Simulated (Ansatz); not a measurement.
**Geometry relaxation of Hf$_{5}$S$_{9}$ (part 1 of 3)**

Hf$_{5}$S$_{9}$ (defect cell, 28 atoms in the cell), computed with DFT PBE+D3(BJ), scalar-relativistic, plane waves, PAW, no spin polarisation (Ansatz 0.2.0).

The structure derives from a Materials Project entry. It belongs to a series of runs on one base structure; here: Hf interstitial, charge +0, atoms relaxed at the host's cell. Figures and captions count atoms from 1; the log counts them from 0 in places.

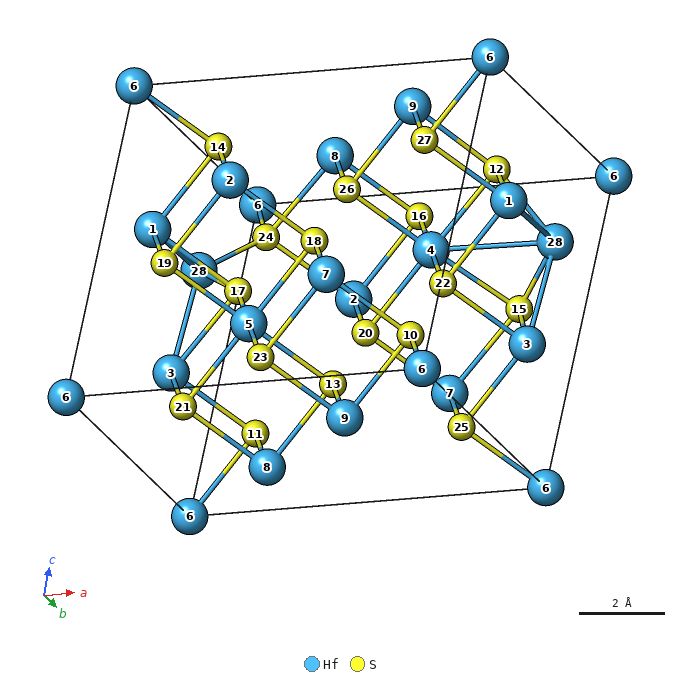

Figure 1. The input geometry (ball-and-stick view of the cell of the calculation, seen at an oblique angle; atoms are numbered from 1 in the order of the input). An atom can appear more than once, as a periodic image.

### Input file
```yaml
crystal:
  lattice:
    - [0.0, 6.2455376308, -5.7703876601]
    - [5.4087942486, -3.1227688154, -5.7703876601]
    - [-5.4087942486, -3.1227688154, -5.7703876601]
  atoms:
    - { symbol: Hf, position: [0.0, 0.3333333333, 0.6666666667] }
    - { symbol: Hf, position: [0.3333333333, 0.0, 0.6666666667] }
    - { symbol: Hf, position: [0.0, 0.6666666667, 0.3333333333] }
    - { symbol: Hf, position: [0.6666666667, 0.6666666667, 0.6666666667] }
    - { symbol: Hf, position: [0.3333333333, 0.3333333333, 0.3333333333] }
    - { symbol: Hf, position: [0.0, 0.0, 1.0] }
    - { symbol: Hf, position: [0.6666666667, 0.0, 0.3333333333] }
    - { symbol: Hf, position: [0.3333333333, 0.6666666667, 1.0] }
    - { symbol: Hf, position: [0.6666666667, 0.3333333333, 1.0] }
    - { symbol: S, position: [0.8619091171, 0.1952424505, 0.1952424505] }
    - { symbol: S, position: [0.1952424505, 0.8619091171, 0.1952424505] }
    - { symbol: S, position: [0.8581514286, 0.5397135971, 0.858892961] }
    - { symbol: S, position: [0.5285757838, 0.5285757838, 0.1952424505] }
    - { symbol: S, position: [0.1952424505, 0.1952424505, 0.8619091171] }
    - { symbol: S, position: [0.873769092, 0.8570378781, 0.5302928464] }
    - { symbol: S, position: [0.5285757838, 0.8619091171, 0.8619091171] }
    - { symbol: S, position: [0.1990591804, 0.5287316047, 0.5248126951] }
    - { symbol: S, position: [0.5285757838, 0.1952424505, 0.5285757838] }
    - { symbol: S, position: [0.1380908829, 0.1380908829, 0.4714242162] }
    - { symbol: S, position: [0.4714242162, 0.8047575495, 0.4714242162] }
    - { symbol: S, position: [0.1380908829, 0.4714242162, 0.1380908829] }
    - { symbol: S, position: [0.8047575495, 0.4714242162, 0.4714242162] }
    - { symbol: S, position: [0.4714242162, 0.1380908829, 0.1380908829] }
    - { symbol: S, position: [0.1253170969, 0.8102067735, 0.8120804996] }
    - { symbol: S, position: [0.8047575495, 0.8047575495, 0.1380908829] }
    - { symbol: S, position: [0.4714242162, 0.4714242162, 0.8047575495] }
    - { symbol: S, position: [0.8047575495, 0.1380908829, 0.8047575495] }
    - { symbol: Hf, position: [1.0037913913, 0.6949572418, 0.6720391593] }
  host:
    lattice:
      - [3.6058628324, 0.0, 0.0]
      - [-1.8029314162, 3.1227688154, 0.0]
      - [0.0, 0.0, 5.7703876601]
    atoms:
      - { symbol: Hf, position: [0.0, 0.0, 0.0] }
      - { symbol: S, position: [0.6666666667, 0.3333333333, 0.7476059819] }
      - { symbol: S, position: [0.3333333333, 0.6666666667, 0.2523940181] }
basis:
  ecutwfc: 420
  xc_grid: 2
kpoints:
  mp_grid: { grid: [2, 2, 2], shift: [0.5, 0.5, 0.5] }
hamiltonian:
  xc: pbe
  dispersion: d3bj
scf:
  occupations: { method: gaussian, width: 0.01 }
output:
  forces: true
  stress: false
  eigenvalues: true
  charged_corrections:
    defect_position: [1.0, 0.6875, 0.6875]
    epsilon: [[42.1488, 0.0, 0.0], [0.0, 42.1488, 0.0], [0.0, 0.0, 6.4742]]
  write_density: true
  write_potential: true
  elf: true
  volumetric_format: npy
relax:
  adjacent_minimum: "off"
  f_tol: 0.025
  max_steps: 45
```

Run on 4 threads of Arm Neoverse V1, 24 GiB of memory available, shared host.

Launched with:
```bash
ansatz run input.yaml --threads 4 --pin off --max-ram 10240MiB --backend cpu --events-out ev --progress --plain --runs-dir out
```

### Output
```
Engine: ansatz 0.2.0, aarch64-unknown-linux-gnu
Pseudopotentials: kind: paw
Pseudopotential: Hf, paw, valence charge 26, recommended cutoff 420 eV (normal), Hf.paw.azcp
Pseudopotential: S, paw, valence charge 6, recommended cutoff 420 eV (normal), S.paw.azcp
Functional definition: PBE
  parameter kappa = 0.804
  parameter beta = 0.06672455060314922
  exchange = pbe_x(kappa = kappa, mu = beta*pi^2/3)
  correlation = pbe_c(beta = beta)
Crystal: 28 atoms, lattice volume = 584.785 Å³
Basis set: ecut = 420 eV, 11377 PW (Γ), exchange–correlation on 120×120×120 points (8 copies of the dense FFT grid, shifted against one another)
Bands: 221, of which v1, the nominal top of the filled ones, is band 184 counted from 1 (183 counted from 0)
Symmetry: 1 space group operations
Space group: P1 (ITA 1), of the structure as read, at distance tolerance 8.4e-5 Å
k-points: 4 of 8 (time reversal used)
Non-local potential: Hf, projectors of the file, l = 0: 3, l = 1: 2, l = 2: 2, l = 3: 3
Non-local potential: S, projectors of the file, l = 0: 2, l = 1: 2, l = 2: 2
PAW form: soft (Blöchl's): semilocal exchange-correlation on the pseudo side does not see the compensation charge
PAW one-centre angular grid: Hf, 590 points (default); XC on 64 Gauss nodes
PAW one-centre angular grid: S, 110 points (default); XC on 64 Gauss nodes
Initial density: superposition of atomic densities (neutral atoms: chi_scale 0, normalization atom), corrected by the library's trained network
Initial wavefunctions: pseudopotential atomic-orbital guess
Functional: x = pbe(κ = 0.804, μ = 0.2195149727645171), c = pbe(β = 0.06672455060314922)
SCF iter   1: F=—  HF=-173498.551080 eV  |F-HF|=—  |Δ(HF+E_count)|=         —  Δρ=5.30e-3  dr2=5.03e-1  ethr=1.77e-3  ⟨swp⟩=6.0  Hψ=2984  notcnv=0  defer=54
preconditioner: auto → LDOS  [insulator: Δε(μ)=0.035 eV  Ē_g=11.777 eV  σ=0.010 eV  W_gap=0.99  n_scr=166 (ndim 8)  ℏωp=26.1 eV  f_vac=0.045  D(μ)=2.44/eV (n_scr^D=6)  ε∞_Penn≈5.9  β→1.0]
SCF iter   2: F=—  HF=-173498.523158 eV  |F-HF|=—  |Δ(HF+E_count)|=   2.79e-2  Δρ=4.67e-3  dr2=4.01e-1  ethr=1.37e-4  ⟨swp⟩=3.0  Hψ=1669  notcnv=0  defer=115
SCF iter   3: F=—  HF=-173498.462861 eV  |F-HF|=—  |Δ(HF+E_count)|=   6.03e-2  Δρ=1.14e-3  dr2=2.92e-2  ethr=1.09e-4  ⟨swp⟩=2.8  Hψ=1039  notcnv=0  defer=115
SCF iter   4: F=—  HF=-173498.460770 eV  |F-HF|=—  |Δ(HF+E_count)|=   2.09e-3  Δρ=6.01e-4  dr2=7.83e-3  ethr=7.93e-6  ⟨swp⟩=2.8  Hψ=1167  notcnv=0  defer=115
SCF iter   5: F=—  HF=-173498.459681 eV  |F-HF|=—  |Δ(HF+E_count)|=   1.09e-3  Δρ=4.29e-4  dr2=4.39e-3  ethr=2.13e-6  ⟨swp⟩=2.2  Hψ=1423  notcnv=0  defer=115
SCF iter   6: F=—  HF=-173498.459297 eV  |F-HF|=—  |Δ(HF+E_count)|=   3.84e-4  Δρ=2.66e-4  dr2=1.67e-3  ethr=1.19e-6  ⟨swp⟩=2.0  Hψ=1213  notcnv=0  defer=115
SCF iter   7: F=—  HF=-173498.459109 eV  |F-HF|=—  |Δ(HF+E_count)|=   1.88e-4  Δρ=1.73e-4  dr2=6.43e-4  ethr=4.54e-7  ⟨swp⟩=2.0  Hψ=1204  notcnv=0  defer=115
SCF iter   8: F=—  HF=-173498.459053 eV  |F-HF|=—  |Δ(HF+E_count)|=   5.60e-5  Δρ=1.12e-4  dr2=2.43e-4  ethr=1.75e-7  ⟨swp⟩=2.8  Hψ=1228  notcnv=0  defer=115
SCF iter   9: F=—  HF=-173498.459038 eV  |F-HF|=—  |Δ(HF+E_count)|=   1.52e-5  Δρ=8.36e-5  dr2=1.21e-4  ethr=6.59e-8  ⟨swp⟩=2.0  Hψ=1022  notcnv=0  defer=115
SCF iter  10: F=—  HF=-173498.459027 eV  |F-HF|=—  |Δ(HF+E_count)|=   1.12e-5  Δρ=6.05e-5  dr2=5.44e-5  ethr=3.30e-8  ⟨swp⟩=2.0  Hψ=1351  notcnv=0  defer=115
SCF iter  11: F=—  HF=-173498.459025 eV  |F-HF|=—  |Δ(HF+E_count)|=   1.64e-6  Δρ=4.65e-5  dr2=3.32e-5  ethr=1.48e-8  ⟨swp⟩=2.0  Hψ=1469  notcnv=0  defer=115
SCF iter  12: F=-173498.459011 eV  HF=-173498.459020 eV  |F-HF|=9.56e-6  |Δ(HF+E_count)|=   4.48e-6  Δρ=3.16e-5  dr2=1.26e-5  ethr=4.25e-9  ⟨swp⟩=13.5  Hψ=7963  notcnv=0
SCF 1 converged in 12 iterations: F = -173498.459011 eV  dr2 = 1.26e-5
  greatest PAW one-centre occupation: 0.999 electrons in one spin orbital (limit 2), on the Hf atom at site 5 (counted from 0), in its partial waves of l = 0
relax step   1: F+E_penalty+E_count = -173498.45901089 eV  Δ(F+E_penalty+E_count) = +0.000e0 eV  max|allowed force component| = 1.067e1 eV/Å  Δτ_max = 0.0000 Å  (12 SCF iters, dr2 threshold 1.56e-5 eV, accepted)
Initial density: handed on by an earlier stage of this run
Initial wavefunctions: those handed on with the density
iter 1 solved again at ethr=6.29e-4 eV; its pass at ethr=3.10e-3 eV (dr2=2.32e0 eV) is discarded
SCF iter   1: F=—  HF=-173501.696031 eV  |F-HF|=—  |Δ(HF+E_count)|=         —  Δρ=1.12e-2  dr2=2.28e0  ethr=6.29e-4  ⟨swp⟩=1.2  Hψ=3015  notcnv=0  defer=93
preconditioner: auto → LDOS  [insulator: Δε(μ)=0.017 eV  Ē_g=11.772 eV  σ=0.010 eV  W_gap=0.78  n_scr=166 (ndim 8)  ℏωp=26.1 eV  f_vac=0.043  D(μ)=32.90/eV (n_scr^D=322)  ε∞_Penn≈5.9  β→1.0]
SCF iter   2: F=—  HF=-173501.562667 eV  |F-HF|=—  |Δ(HF+E_count)|=   1.33e-1  Δρ=8.81e-3  dr2=7.70e-1  ethr=6.21e-4  ⟨swp⟩=4.2  Hψ=1555  notcnv=0  defer=93
SCF iter   3: F=—  HF=-173501.385665 eV  |F-HF|=—  |Δ(HF+E_count)|=   1.77e-1  Δρ=4.07e-3  dr2=2.33e-1  ethr=2.09e-4  ⟨swp⟩=3.8  Hψ=1531  notcnv=0  defer=112
SCF iter   4: F=—  HF=-173501.369258 eV  |F-HF|=—  |Δ(HF+E_count)|=   1.64e-2  Δρ=1.73e-3  dr2=4.74e-2  ethr=6.33e-5  ⟨swp⟩=2.2  Hψ=934  notcnv=0  defer=114
SCF iter   5: F=—  HF=-173501.366642 eV  |F-HF|=—  |Δ(HF+E_count)|=   2.62e-3  Δρ=1.24e-3  dr2=2.58e-2  ethr=1.29e-5  ⟨swp⟩=2.0  Hψ=1450  notcnv=0  defer=114
SCF iter   6: F=—  HF=-173501.365323 eV  |F-HF|=—  |Δ(HF+E_count)|=   1.32e-3  Δρ=7.93e-4  dr2=9.70e-3  ethr=7.01e-6  ⟨swp⟩=2.0  Hψ=811  notcnv=0  defer=114
SCF iter   7: F=—  HF=-173501.364892 eV  |F-HF|=—  |Δ(HF+E_count)|=   4.32e-4  Δρ=6.12e-4  dr2=6.54e-3  ethr=2.64e-6  ⟨swp⟩=2.5  Hψ=845  notcnv=0  defer=112
SCF iter   8: F=—  HF=-173501.364519 eV  |F-HF|=—  |Δ(HF+E_count)|=   3.73e-4  Δρ=4.96e-4  dr2=4.30e-3  ethr=1.78e-6  ⟨swp⟩=2.0  Hψ=1087  notcnv=0  defer=112
SCF iter   9: F=—  HF=-173501.364321 eV  |F-HF|=—  |Δ(HF+E_count)|=   1.98e-4  Δρ=4.37e-4  dr2=3.66e-3  ethr=1.17e-6  ⟨swp⟩=2.0  Hψ=1072  notcnv=0  defer=112
SCF iter  10: F=—  HF=-173501.364012 eV  |F-HF|=—  |Δ(HF+E_count)|=   3.09e-4  Δρ=2.85e-4  dr2=1.57e-3  ethr=9.93e-7  ⟨swp⟩=2.0  Hψ=1090  notcnv=0  defer=112
SCF iter  11: F=—  HF=-173501.363947 eV  |F-HF|=—  |Δ(HF+E_count)|=   6.51e-5  Δρ=2.27e-4  dr2=9.39e-4  ethr=4.27e-7  ⟨swp⟩=1.5  Hψ=866  notcnv=0  defer=112
SCF iter  12: F=—  HF=-173501.363893 eV  |F-HF|=—  |Δ(HF+E_count)|=   5.44e-5  Δρ=1.83e-4  dr2=6.06e-4  ethr=2.55e-7  ⟨swp⟩=2.0  Hψ=781  notcnv=0  defer=112
SCF iter  13: F=—  HF=-173501.363841 eV  |F-HF|=—  |Δ(HF+E_count)|=   5.23e-5  Δρ=1.33e-4  dr2=3.15e-4  ethr=1.65e-7  ⟨swp⟩=2.0  Hψ=782  notcnv=0  defer=112
SCF iter  14: F=—  HF=-173501.363808 eV  |F-HF|=—  |Δ(HF+E_count)|=   3.21e-5  Δρ=8.89e-5  dr2=1.25e-4  ethr=8.55e-8  ⟨swp⟩=2.0  Hψ=1133  notcnv=0  defer=112
SCF iter  15: F=-173501.363733 eV  HF=-173501.363802 eV  |F-HF|=6.89e-5  |Δ(HF+E_count)|=   6.22e-6  Δρ=6.57e-5  dr2=7.57e-5  ethr=2.72e-8  ⟨swp⟩=14.8  Hψ=8129  notcnv=0
SCF 2 converged in 15 iterations: F = -173501.363733 eV  dr2 = 7.57e-5
relax step   2: F+E_penalty+E_count = -173501.36373332 eV  Δ(F+E_penalty+E_count) = -2.905e0 eV  max|allowed force component| = 2.153e0 eV/Å  Δτ_max = 0.1950 Å  (15 SCF iters, dr2 threshold 1.00e-4 eV, accepted)
[... from here on the SCF iterations and repeated set-up lines of each step are left out, up to the last step ...]
SCF 3 converged in 13 iterations: F = -173502.167272 eV  dr2 = 8.30e-5
relax step   3: F+E_penalty+E_count = -173502.16727249 eV  Δ(F+E_penalty+E_count) = -8.035e-1 eV  max|allowed force component| = 7.993e-1 eV/Å  Δτ_max = 0.2000 Å  (13 SCF iters, dr2 threshold 1.00e-4 eV, accepted)
SCF 4 converged in 12 iterations: F = -173502.229275 eV  dr2 = 2.05e-5
relax step   4: F+E_penalty+E_count = -173502.22927501 eV  Δ(F+E_penalty+E_count) = -6.200e-2 eV  max|allowed force component| = 3.686e-1 eV/Å  Δτ_max = 0.1327 Å  (12 SCF iters, dr2 threshold 3.99e-5 eV, accepted)
SCF 5 converged in 16 iterations: F = -173502.274606 eV  dr2 = 1.35e-5
relax step   5: F+E_penalty+E_count = -173502.27460560 eV  Δ(F+E_penalty+E_count) = -4.533e-2 eV  max|allowed force component| = 1.214e-1 eV/Å  Δτ_max = 0.0569 Å  (16 SCF iters, dr2 threshold 1.87e-5 eV, accepted)
SCF 6 converged in 10 iterations: F = -173502.279534 eV  dr2 = 6.17e-7
relax step   6: F+E_penalty+E_count = -173502.27953384 eV  Δ(F+E_penalty+E_count) = -4.928e-3 eV  max|allowed force component| = 1.180e-1 eV/Å  Δτ_max = 0.0179 Å  (10 SCF iters, dr2 threshold 1.60e-6 eV, accepted)
SCF 7 converged in 10 iterations: F = -173502.282702 eV  dr2 = 1.05e-6
relax step   7: F+E_penalty+E_count = -173502.28270227 eV  Δ(F+E_penalty+E_count) = -3.168e-3 eV  max|allowed force component| = 9.169e-2 eV/Å  Δτ_max = 0.0252 Å  (10 SCF iters, dr2 threshold 1.51e-6 eV, accepted)
SCF 8 converged in 9 iterations: F = -173502.284630 eV  dr2 = 4.86e-6
relax step   8: F+E_penalty+E_count = -173502.28462967 eV  Δ(F+E_penalty+E_count) = -1.927e-3 eV  max|allowed force component| = 7.774e-2 eV/Å  Δτ_max = 0.0275 Å  (9 SCF iters, dr2 threshold 5.07e-6 eV, accepted)
SCF 9 converged in 11 iterations: F = -173502.286573 eV  dr2 = 2.65e-6
relax step   9: F+E_penalty+E_count = -173502.28657302 eV  Δ(F+E_penalty+E_count) = -1.943e-3 eV  max|allowed force component| = 6.709e-2 eV/Å  Δτ_max = 0.0223 Å  (11 SCF iters, dr2 threshold 3.65e-6 eV, accepted)
SCF 10 converged in 11 iterations: F = -173502.287674 eV  dr2 = 1.84e-6
relax step  10: F+E_penalty+E_count = -173502.28767441 eV  Δ(F+E_penalty+E_count) = -1.101e-3 eV  max|allowed force component| = 7.497e-2 eV/Å  Δτ_max = 0.0207 Å  (11 SCF iters, dr2 threshold 3.24e-6 eV, accepted)
SCF 11 converged in 9 iterations: F = -173502.289614 eV  dr2 = 3.59e-6
relax step  11: F+E_penalty+E_count = -173502.28961390 eV  Δ(F+E_penalty+E_count) = -1.939e-3 eV  max|allowed force component| = 4.085e-2 eV/Å  Δτ_max = 0.0081 Å  (9 SCF iters, dr2 threshold 4.19e-6 eV, accepted)
SCF iter   1: F=—  HF=-173502.295385 eV  |F-HF|=—  |Δ(HF+E_count)|=         —  Δρ=1.23e-3  dr2=2.60e-2  ethr=9.16e-5  ⟨swp⟩=2.0  Hψ=1084  notcnv=0  defer=122
preconditioner: auto → LDOS  [insulator: Δε(μ)=0.034 eV  Ē_g=11.749 eV  σ=0.010 eV  W_gap=0.98  n_scr=166 (ndim 8)  ℏωp=26.1 eV  f_vac=0.035  D(μ)=3.35/eV (n_scr^D=12)  ε∞_Penn≈5.9  β→1.0]
SCF iter   2: F=—  HF=-173502.294215 eV  |F-HF|=—  |Δ(HF+E_count)|=   1.17e-3  Δρ=1.18e-3  dr2=2.70e-2  ethr=7.06e-6  ⟨swp⟩=3.0  Hψ=1684  notcnv=0  defer=122
SCF iter   3: F=—  HF=-173502.291986 eV  |F-HF|=—  |Δ(HF+E_count)|=   2.23e-3  Δρ=4.90e-4  dr2=4.87e-3  ethr=7.06e-6  ⟨swp⟩=2.5  Hψ=1431  notcnv=0  defer=122
SCF iter   4: F=—  HF=-173502.291583 eV  |F-HF|=—  |Δ(HF+E_count)|=   4.04e-4  Δρ=2.58e-4  dr2=1.28e-3  ethr=1.32e-6  ⟨swp⟩=2.0  Hψ=770  notcnv=0  defer=122
SCF iter   5: F=—  HF=-173502.291425 eV  |F-HF|=—  |Δ(HF+E_count)|=   1.57e-4  Δρ=6.28e-5  dr2=7.81e-5  ethr=3.47e-7  ⟨swp⟩=2.0  Hψ=1360  notcnv=0  defer=122
SCF iter   6: F=—  HF=-173502.290687 eV  |F-HF|=—  |Δ(HF+E_count)|=   7.38e-4  Δρ=1.97e-5  dr2=6.57e-6  ethr=2.12e-8  ⟨swp⟩=2.0  Hψ=989  notcnv=0  defer=122
SCF iter   7: F=—  HF=-173502.290687 eV  |F-HF|=—  |Δ(HF+E_count)|=   4.22e-7  Δρ=8.14e-6  dr2=9.01e-7  ethr=1.79e-9  ⟨swp⟩=2.0  Hψ=833  notcnv=0  defer=122
SCF iter   8: F=—  HF=-173502.290687 eV  |F-HF|=—  |Δ(HF+E_count)|=   7.76e-8  Δρ=3.41e-6  dr2=1.74e-7  ethr=2.45e-10  ⟨swp⟩=2.0  Hψ=982  notcnv=0  defer=122
SCF iter   9: F=-173502.290687 eV  HF=-173502.290687 eV  |F-HF|=4.25e-8  |Δ(HF+E_count)|=   1.50e-8  Δρ=1.94e-6  dr2=5.03e-8  ethr=2.72e-11  ⟨swp⟩=12.0  Hψ=6195  notcnv=0
SCF 12 converged in 9 iterations: F = -173502.290687 eV  dr2 = 5.03e-8
relax step  12: F+E_penalty+E_count = -173502.29068665 eV  Δ(F+E_penalty+E_count) = -1.073e-3 eV  max|allowed force component| = 1.683e-2 eV/Å  Δτ_max = 0.0131 Å  (9 SCF iters, accepted)
```

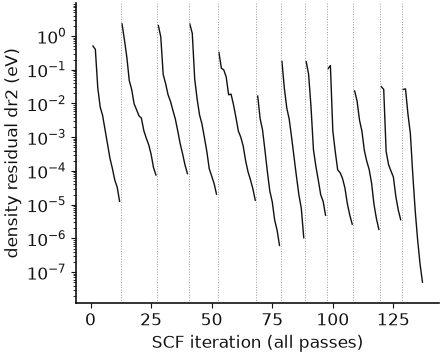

Figure 2. Convergence of the self-consistent field: density residual dr2 against the SCF iteration. The dotted lines part the SCF passes of the relaxation: geometry steps, rejected trials and re-solves on a re-selected basis. The 12 passes take 9 to 16 iterations each, 137 in all.

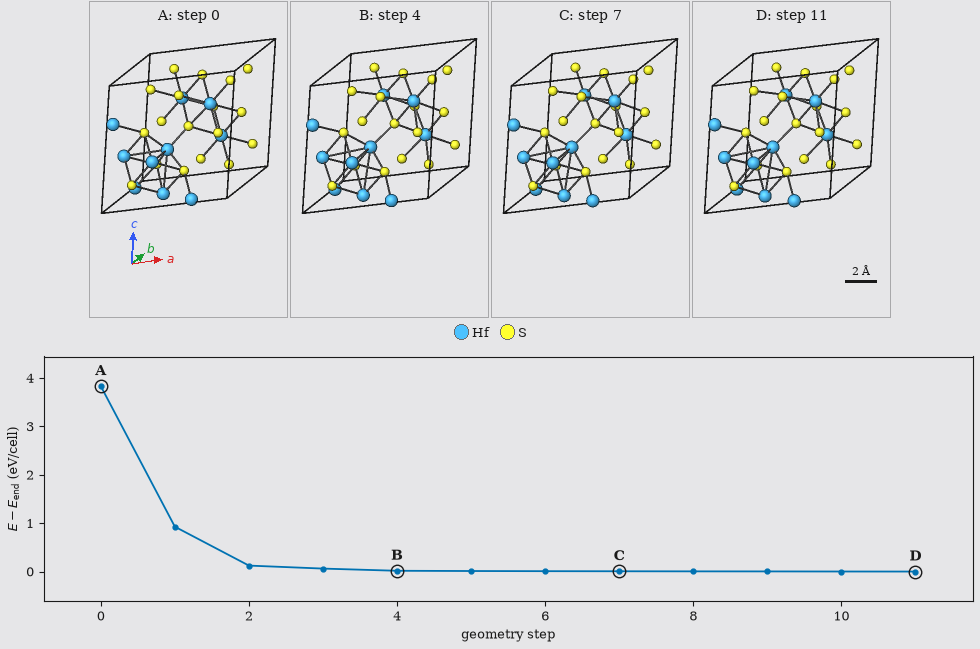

Figure 3. Frames of the relaxation (ball-and-stick view of the cell of the calculation (origin shifted), seen slightly off an axis) above the curves, on which the letters mark them (the first geometry is step 0 here and step 1 in the log).

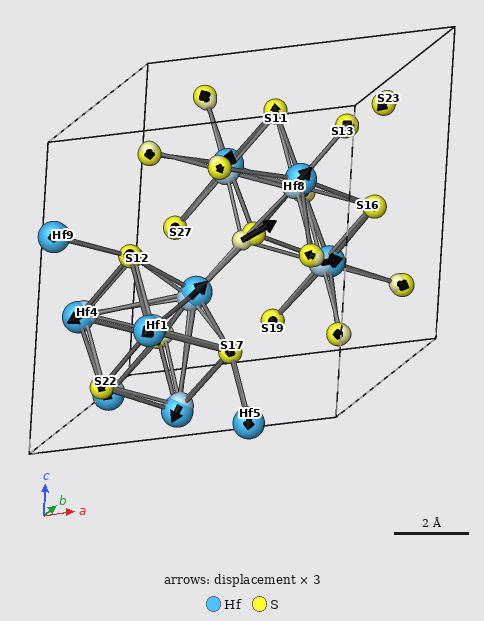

Figure 4. Start (faint) and end (solid) with the displacements as black arrows, magnified 3 times (ball-and-stick view of the cell of the calculation (origin shifted), seen slightly off an axis). The largest move is that of S24, 0.37 Å. Largest moves by element: S 0.37 Å, Hf 0.25 Å. The cell doesn't change. Among the contacts that change: S15–Hf28 1.967 → 2.367 Å, Hf4–Hf28 2.932 → 3.293 Å, Hf3–Hf28 2.942 → 3.285 Å, Hf1–Hf28 3.090 → 3.285 Å. Among the angles that change: S16–Hf2–S19 180.0° → 169.2°, S14–Hf2–S20 180.0° → 169.6°, Hf2–S24–Hf8 88.1° → 96.4°. After 11 geometry steps the energy has fallen by 3.832 eV per cell of the calculation. The largest force component goes from 11 to 0.017 eV/Å. (Atoms are counted from 1 in the order of the input.)

```
SCF converged after 9 iterations
Free energy (F): -173502.290687 eV
Harris-Foulkes:  -173502.290687 eV  (|F-HF|=4.25e-8)
Internal energy: -173502.289610 eV  (E = F + TS)
E sigma→0 (E₀):  -173502.290148 eV
Entropy (-TS):   -0.001077 eV (-0.038 meV/atom)
Fermi energy:    11.914153 eV
--- Per-component energies (eV) ---
  E_band       = -1545.981358
  E_kinetic    = 6161.470182
  E_local      = -76741.764812  (includes V_loc(G=0)·N_el)
  E_nonlocal   = -11925.928691
  E_hartree    = 35526.022068
  E_xc         = -4755.842611
  E_vxc        = -4246.061984  (∫ρ·V_xc dr)
  E_paw        = -80076.906476  (= ΣΔE_a)
  E_vpaw       = 14154.263613  (= ΣTr[D̂ρ^β])
  E_aug_tail   = 0.000017  (compensation charges beyond the density's cutoff)
  E_ewald      = -41679.281428
  E_disp       = -10.057859  (pairwise vdW)
  E_smearing   = -0.001077  (= −TS)
  E_closure    = -0.000000  (closes the sum)
  Σ components = -173502.290687   (vs F -173502.290687, Δ=0.00e0)
```
